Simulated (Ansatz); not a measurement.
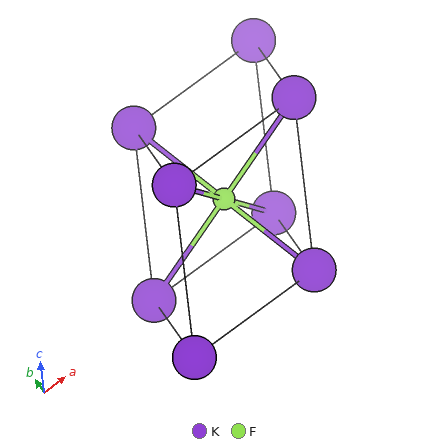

System: KF, space group Fm-3m (No. 225). The picture shows the cell.

Starting cell:
```xyz
2
Lattice="0.0000 2.6735 2.6735 2.6735 0.0000 2.6735 2.6735 2.6735 0.0000" Properties=species:S:1:pos:R:3 pbc="T T T"
K     0.0000    0.0000    0.0000
F     2.6735    2.6735    2.6735
```

Method: biaxial strain in the xy plane and strain along z of a crystal, fractional coordinates fixed, by plane-wave density functional theory with PAW datasets, free energies less that of the undisturbed cell, pressure positive in compression (Ansatz 0.2.0). Level: r2SCAN, no spin polarisation.

wave cutoff 500 eV; k mesh 8×8×8; occupations Gaussian; smearing width 0.05 eV; k shift (0, 0, 0) (mesh steps); start as given.

Predict the map of the energy change and pressure over strain zz and strain xx = yy. The grid: strain zz −0.05, −0.025, 0, 0.025, 0.05 ; strain xx = yy −0.05, −0.025, 0, 0.025, 0.05.

At the origin the energy is lower than all eight neighbouring grid points, so a minimum lies at or close to the given structure. The energy change is least, 0.00 meV/atom, at strain zz of 0 and strain xx = yy of 0, and largest, 46.24 meV/atom, at strain zz of 0.05 and strain xx = yy of 0.05. Near the origin the softest direction lies along strain zz, turned by about 15° so that strain xx = yy takes the opposite sign; the curvature across the valley is 2.8 times that along it. The pressure is least, −3.85 GPa, at strain zz of 0.05 and strain xx = yy of 0.05, and largest, 6.84 GPa, at strain zz of −0.05 and strain xx = yy of −0.05.

Energy change (meV/atom); rows strain xx = yy, columns strain zz:
```tsv
	-0.05	-0.025	0	0.025	0.05
-0.05	44.51	30.92	25.17	25.06	28.90
-0.025	18.50	7.31	3.79	5.74	11.49
0	10.18	1.34	0.00	3.98	11.62
0.025	14.70	8.14	8.93	14.92	24.44
0.05	28.38	24.03	26.91	34.87	46.24
```

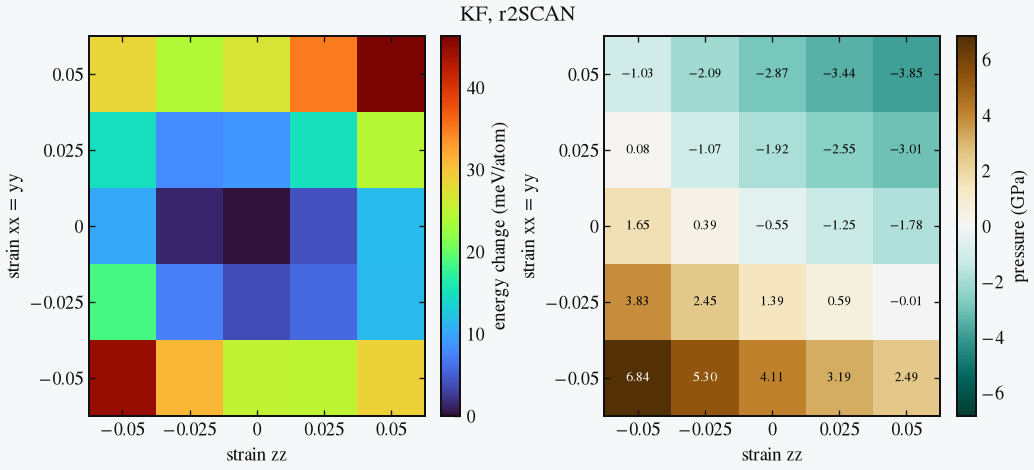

Note: reference crystal is not relaxed.
